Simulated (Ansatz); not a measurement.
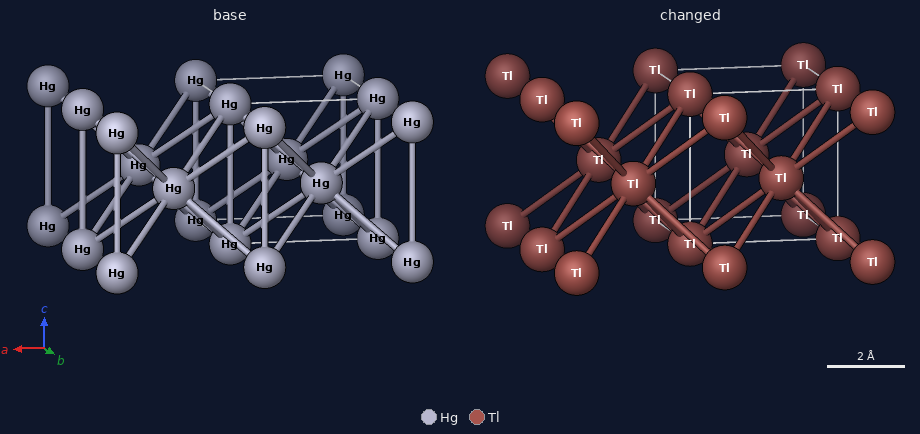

Left: crystalline Hg (set up in I4/mmm). Right: the same structure after one change, at the same scale. The picture is a ball-and-stick view of the conventional cell (2 times the calculation's cell), repeated 2 × 2 × 1 with one cell outlined, seen from a free direction. Lengths and directions refer to the drawn axes.

Theory: DFT PBE, scalar-relativistic, plane waves, PAW (Ansatz). Settings: plane-wave cutoff 420 eV; occupations gaussian; smearing width 0.1 eV; no spin polarisation. The k-mesh is chosen for each cell (16×16×16, 14×14×14).

Q: Which change leads from the left to the right?

A: Every mercury atom is replaced by thallium, which gives Tl. Cell and atoms are relaxed again (to zero pressure within 0.1 GPa, forces under 0.01 eV/Å).

Q: And its effect?

A: The volume per atom goes from 29.15 to 31.33 Å³. It is metallic before and after. Cell: a = b 3.966 → 3.973 Å (+0.2 %), c 3.706 → 3.970 Å (+7.1 %). Volume +7.5 %. The space group (tolerance 0.01 Å) goes from I4/mmm (No. 139) to Im-3m (No. 229).
